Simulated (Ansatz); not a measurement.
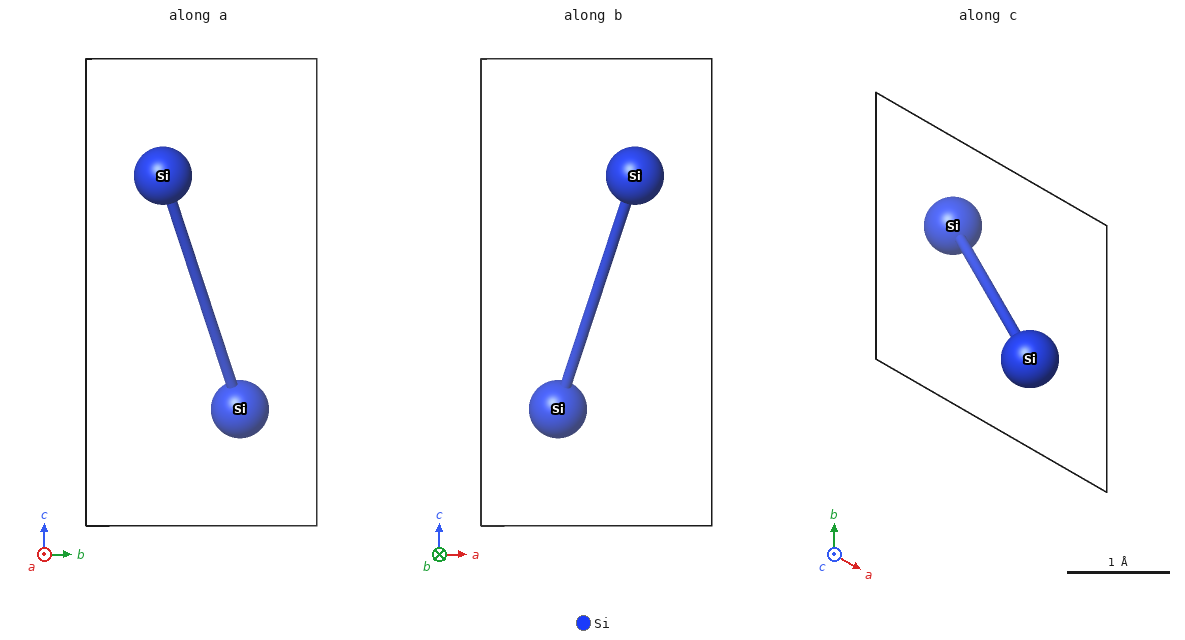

Ball-and-stick drawing of the structure, looking along the a axis, along the b axis and along the c axis. The lines enclose the conventional unit cell; boundary atoms appear with their images.

Lattice parameters: a = 2.625 Å, b = 2.625 Å, c = 4.598 Å, α = 90.00°, β = 90.00°, γ = 120.00°. Put a along x and b in the xy plane.

Set out the cell and atoms as a POSCAR file.

Answer.
```
Si
1.0
     2.625    0.000    0.000
    -1.313    2.274    0.000
     0.000    0.000    4.598
Si
2
Direct
  0.3333 0.6667 0.2500
  0.6667 0.3333 0.7500
```

Its origin is a structure type filled with this element by a generator (whether the element takes this form wasn't checked). Earlier steps of the study may have refined or changed the cell and positions. Ansatz was used for an electronic-structure calculation on it.
